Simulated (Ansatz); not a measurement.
**C: a failed or faulty run and its cure**

System: C (4 atoms in the cell).
Method of run A: DFT, PBE, plane waves, PAW, PAW set soft_1 (Ansatz 0.2.0).

The structure derives from an entry of the Crystallography Open Database. Text and figures count atoms from 1; the logs count them from 0 in places.

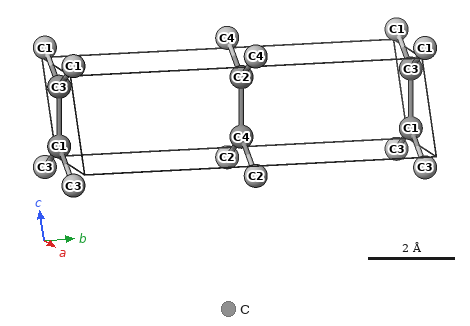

**Figure 1.** The input geometry (ball-and-stick view of the cell of the calculation, set on other vectors, seen slightly off an axis; neighbours outside the cell are drawn fainter; atoms are numbered from 1 in the order of the input). An atom can appear more than once, as a periodic image.

Input file, run A:
```yaml
crystal:
  lattice:
    - [2.4665231295, 0.0, 0.0]
    - [-1.2332615647, 2.1360716891, 0.0]
    - [0.0, 0.0, 8.5653080463]
  atoms:
    - { symbol: C, position: [-0.1398067164, 0.0666163476, 0.0025] }
    - { symbol: C, position: [0.1398067164, -0.0666163476, 0.5025] }
    - { symbol: C, position: [0.1935239585, 0.733284281, 0.0025] }
    - { symbol: C, position: [0.8064760415, 0.266715719, 0.5025] }
basis:
  ecutwfc: "20 eV"
kpoints:
  mp_grid: { grid: [18, 18, 6] }
hamiltonian:
  xc: pbe
  pseudopotentials: { kind: paw, azcp: { folder: soft_1 } }
scf:
  occupations: { method: gaussian, width: 0.15 }
  max_iter: 75
output:
  forces: true
  eigenvalues: true
  stress: true
```

Launched with:
```bash
ansatz run input.yaml --threads 2 --pin off --max-ram 4096MiB --backend cpu --events-out ev --progress --plain --runs-dir out
```

Hardware: 2 threads of Arm Neoverse N1, 98 GiB of memory available, shared host.

Output (run A):
```
Error: inconsistent input (basis.ecutwfc, kpoints): the smallest per-k basis holds n_pw = 5 plane waves (k-point 124, counted from 0 among those solved) but the deck needs at least 9 band(s) per channel, and no run solves more bands than the smallest per-k basis has plane waves; raise basis.ecutwfc until the smallest per-k basis, which caps the automatic band count, holds at least 9 plane waves
```

Diagnose this run and give a change of the input that cures it.

Answer. A setting was made wrong on purpose: a cutoff far too low (`basis.ecutwfc`). The plane-wave basis is far from complete, so energies, forces and above all the stress are wrong. The program refused the input: “inconsistent input (basis.ecutwfc, kpoints): the smallest per-k basis holds n_pw = 5 plane waves (k-point 124, counted from 0 among those solved) but the deck needs at least 9 band(s) per channel, and no run solves more bands than the smallest per-k basis has plane waves …”

A run of the same system that converges differs from this input as follows (lines with − go, lines with + come):
```diff
-  ecutwfc: "20 eV"
+  ecutwfc: 520.0
-  max_iter: 75
```

Output, shortened to warnings, some set-up lines, iterations and results (run B):
```
Basis set: ecut = 520 eV, 1201 PW (Γ), exchange–correlation on 40×40×128 points (8 copies of the dense FFT grid, shifted against one another)
Symmetry: 4 space group operations
k-points: 656 of 1944
Initial density: superposition of atomic densities (chi_scale 0.1, normalization cell)
[...]
SCF iter   1: F=—  HF=-1006.053654 eV  |F-HF|=—  |Δ(HF+E_count)|=         —  Δρ=1.13e-1  dr2=5.26e0  ethr=3.10e-3  ⟨swp⟩=5.6  Hψ=47089  notcnv=0
SCF iter   2: F=—  HF=-1004.186634 eV  |F-HF|=—  |Δ(HF+E_count)|=    1.87e0  Δρ=4.14e-2  dr2=8.66e-1  ethr=3.10e-3  ⟨swp⟩=3.5  Hψ=26015  notcnv=0
SCF iter   3: F=—  HF=-1003.778216 eV  |F-HF|=—  |Δ(HF+E_count)|=   4.08e-1  Δρ=6.50e-3  dr2=6.30e-3  ethr=3.10e-3  ⟨swp⟩=2.9  Hψ=21278  notcnv=0
SCF iter   4: F=—  HF=-1003.779422 eV  |F-HF|=—  |Δ(HF+E_count)|=   1.21e-3  Δρ=5.91e-4  dr2=1.73e-4  ethr=3.94e-5  ⟨swp⟩=2.6  Hψ=13847  notcnv=0
SCF iter   5: F=—  HF=-1003.779382 eV  |F-HF|=—  |Δ(HF+E_count)|=   3.95e-5  Δρ=1.51e-4  dr2=1.06e-5  ethr=1.08e-6  ⟨swp⟩=2.2  Hψ=12960  notcnv=0
SCF iter   6: F=—  HF=-1003.779402 eV  |F-HF|=—  |Δ(HF+E_count)|=   1.95e-5  Δρ=6.49e-5  dr2=1.80e-6  ethr=6.62e-8  ⟨swp⟩=2.0  Hψ=12959  notcnv=0
SCF iter   7: F=-1003.779402 eV  HF=-1003.779402 eV  |F-HF|=2.45e-9  |Δ(HF+E_count)|=   1.39e-7  Δρ=7.42e-6  dr2=2.34e-8  ethr=6.25e-10  ⟨swp⟩=5.5  Hψ=51604  notcnv=0
SCF 1 converged in 7 iterations: F = -1003.779402 eV  dr2 = 2.34e-8
SCF converged after 7 iterations
Free energy (F): -1003.779402 eV
Harris-Foulkes:  -1003.779402 eV  (|F-HF|=2.45e-9)
Internal energy: -1003.777799 eV  (E = F + TS)
E sigma→0 (E₀):  -1003.778601 eV
Entropy (-TS):   -0.001603 eV (-0.401 meV/atom)
Fermi energy:    4.579140 eV
--- Per-component energies (eV) ---
  E_band       = -73.072462
  E_kinetic    = 353.612574
  E_local      = -886.630864  (includes V_loc(G=0)·N_el)
  E_nonlocal   = 93.815033
  E_hartree    = 314.290100
  E_xc         = -187.669790
  E_vxc        = -231.068745  (∫ρ·V_xc dr)
  E_paw        = -400.406913  (= ΣΔE_a)
  E_vpaw       = -31.376315  (= ΣTr[D̂ρ^β])
  E_aug_tail   = 0.000001  (compensation charges beyond the density's cutoff)
  E_ewald      = -290.787940
  E_smearing   = -0.001603  (= −TS)
  E_closure    = 0.000000  (closes the sum)
  Σ components = -1003.779402   (vs F -1003.779402, Δ=0.00e0)
--- Forces (eV/Å), atoms counted from 1 ---
  atom   1  C      0.00031390    -0.00050583    -0.00000000
  atom   2  C     -0.00031390     0.00050583     0.00000000
  atom   3  C      0.00088121    -0.00082783    -0.00000000
  atom   4  C     -0.00088121     0.00082783     0.00000000
  max |Σ_I F_I| component: 0.00e0 eV/Å
--- Stress (GPa, compression-positive) ---
       -0.020116      -0.004453       0.000000
       -0.004453      -0.019031       0.000000
        0.000000       0.000000       0.088934
  P = ⅓ Tr σ = 0.0166 GPa (0.166 kbar)
```

The two runs side by side:

```tsv
quantity	run A	run B
outcome	refused	converged
free energy per atom (eV)	–	−250.9449
gap on the mesh (eV)	–	0.00
pressure (GPa)	–	0.02
volume per atom (Å³)	–	11.28
largest force (eV/Å)	–	0.001
SCF iterations	–	7
irreducible k-points	–	656
plane waves at Γ	–	1201
```
